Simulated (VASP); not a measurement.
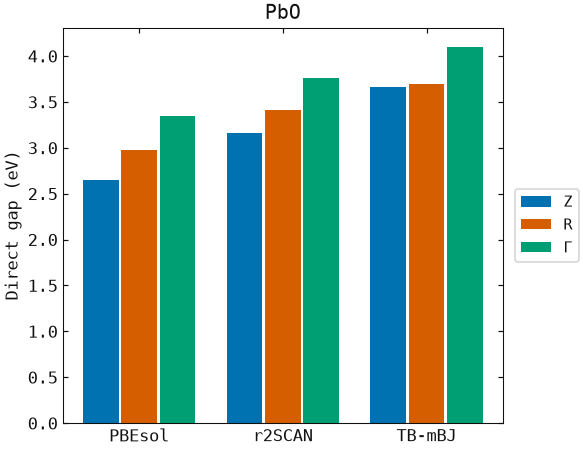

Direct gap at each named k point, by several methods on one cell of PbO, space group Pbcm, 8 atoms in the cell; a = 5.91 Å, b = 5.53 Å, c = 4.71 Å, α = 90.00°, β = 90.00°, γ = 90.00°. All runs are without spin-orbit coupling and carry no moments. In reduced coordinates of the cell that was run, Z is (−0.5, 0, 0) and R is (−0.5, −0.5, −0.5). The smallest gap is indirect or lies off these points.

Does r2SCAN open these direct gaps by one amount over PBEsol?

Answer. The shifts are +0.51 eV at Z, +0.43 eV at R and +0.41 eV at Γ, and at points that aren't plotted +0.53 eV (Y), +0.54 eV (T), +0.47 eV (X), +0.52 eV (U) and +0.47 eV (S): over the named points that both runs hold, a spread of 0.13 eV on a mean of 0.49 eV, so one shift describes them only roughly.

How do the methods rank at Z?

Answer. From low to high: PBEsol 2.65, r2SCAN 3.16, TB-mBJ 3.66 eV.

```
method  program  Z (eV)  R (eV)  Γ (eV)
PBEsol     VASP    2.65    2.98    3.35
r2SCAN     VASP    3.16    3.41    3.76
TB-mBJ     VASP    3.66    3.69    4.10
```

Settings. PBEsol: VASP PAW PBE potentials, release 64 (Pb_d, O), 6×6×6 k mesh, 520 eV cutoff, Gaussian smearing of 0.02 eV (VASP). r2SCAN: VASP PAW PBE potentials, release 64 (Pb_d, O), 6×6×6 k mesh, 520 eV cutoff, Gaussian smearing of 0.02 eV (VASP 6.6.1). TB-mBJ: VASP PAW PBE potentials, release 64 (Pb_d, O), 6×6×6 k mesh, 520 eV cutoff, Gaussian smearing of 0.02 eV (VASP 6.6.1).

The PAW data sets were made with another functional. Spin-orbit coupling is left out, which matters for Pb. The usual form of PbO is litharge (tetragonal). The cell was derived from a database entry in an earlier step, so it needn't be the measured one. TB-mBJ: this is a model potential built to give gaps, with no total energy. Over all k points computed the smallest gap is 2.03 eV in PBEsol, 2.50 eV in r2SCAN and 2.91 eV in TB-mBJ. In reduced coordinates of the cell that was run, Y is (0, −0.5, 0), T is (−0.5, −0.5, 0), X is (0, 0, −0.5), U is (−0.5, 0, −0.5) and S is (0, −0.5, −0.5).
